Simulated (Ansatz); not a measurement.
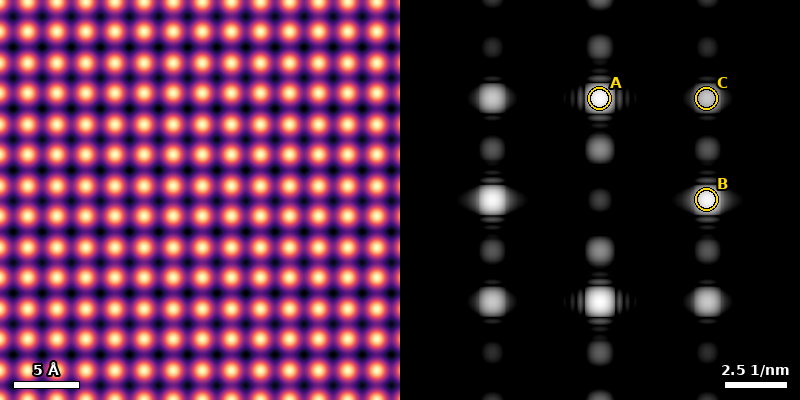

HAADF-like image of Rh (Fmmm, No. 69) along [100]. Simulated incoherent Z contrast: every atom adds Z^1.7 spread by a probe of 1.30 Å full width; channelling and multiple scattering are left out. The display is stretched by a gamma of 0.65; percentages refer to the linear signal. Model: the end point of a relaxation with DFT r2SCAN, scalar-relativistic, plane waves, PAW in Ansatz 0.2.0; the starting structure was generated, so it need not be a known form of this composition.

The right panel is the modulus of the image's Fourier transform on a logarithmic scale.

a = 2.657 Å, b = 4.538 Å, c = 9.592 Å, α = 90.00°, β = 90.00°, γ = 90.00°

Index the marked spots and give their plane spacings (the zone axis points at the viewer; indices equivalent by symmetry, or all signs reversed, are as good).

Answer. A: (0 0 -4), d = 2.40 Å; B: (0 -2 0), d = 2.27 Å; C: (0 -2 -4), d = 1.65 Å. A and B enclose 90°, and every spot obeys the zone law hu + kv + lw = 0 for [100].
